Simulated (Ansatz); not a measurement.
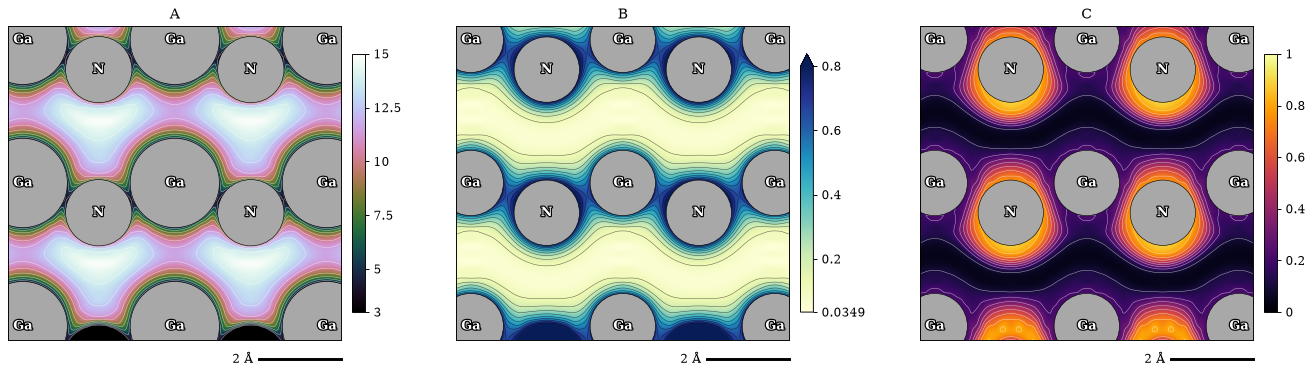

GaN: 3 fields on the (010) plane of the conventional cell, with unlabelled colour scales. Grey discs cover the atomic cores.

Space group P4/nmm; a structure generated by program, which may or may not match a known phase.

These are results of DFT PBE+D3(BJ), scalar-relativistic, plane waves, PAW in Ansatz 0.2.0, not measurements.

```
Ga N
1.0
     3.71951    0.00000    0.00000
     0.00000    3.71951    0.00000
     0.00000    0.00000    3.50104
Ga N
2 2
Direct
  0.50000 0.50000 0.00000
  0.00000 0.00000 0.00000
  0.50000 0.00000 0.79200
  0.00000 0.50000 0.20800
```

**Which field does each panel show? The fields are: electron localisation function, electrostatic potential energy of an electron and valence pseudo-density.**

Panel A: electrostatic potential energy of an electron (low next to the atoms, rising into the space between them). Panel B: valence pseudo-density. Panel C: electron localisation function.
